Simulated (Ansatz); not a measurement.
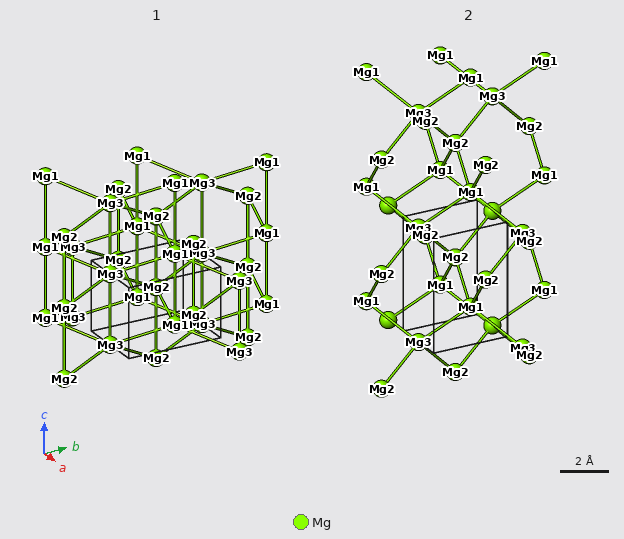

Two geometries of crystalline Mg (a generated structure, set up in P6_422), drawn at one scale. One is the start of a relaxation, the other its converged end. A ball-and-stick model of the cell of the calculation, repeated 1 × 1 × 2 with one cell outlined, seen slightly off an axis.

Level of theory: Ansatz, DFT PBE, scalar-relativistic, plane waves, PAW. Set-up: plane-wave cutoff 420 eV; k-point mesh 12 × 12 × 10; occupations gaussian; smearing width 0.1 eV; no spin polarisation; cell and atoms relaxed; force threshold 0.01 eV/Å; at most 80 steps.

Which one is relaxed?

Structure 1 is the relaxed one. The energy falls by 322 meV per atom in 16 accepted moves (18 points after the start). All forces vanish by symmetry, so only the cell relaxes. The pressure goes from 1.79 to 0.02 GPa. The SCF was repeated twice at an unchanged geometry on a basis and grid sized afresh for the cell, which shifted the energy by 10.6 meV per atom at most. No atom moves by more than 0.005 Å relative to the cell. The drawn cell changes as follows: a = b 4.555 → 5.657 Å (+24.2 %), c 4.988 → 3.082 Å (−38.2 %); the volume changes by −4.7 %. Near-neighbour distances that change, for instance: Mg1–Mg1 4.988 → 3.082 Å, Mg1–Mg2 2.820 → 3.010 Å. Bond angles that change, for instance: Mg2–Mg1–Mg2 107.7° → 140.1°, Mg2–Mg1–Mg3 91.2° → 71.0°, Mg2–Mg1–Mg3 132.4° → 123.9°. The space group stays P6_422 (No. 181).
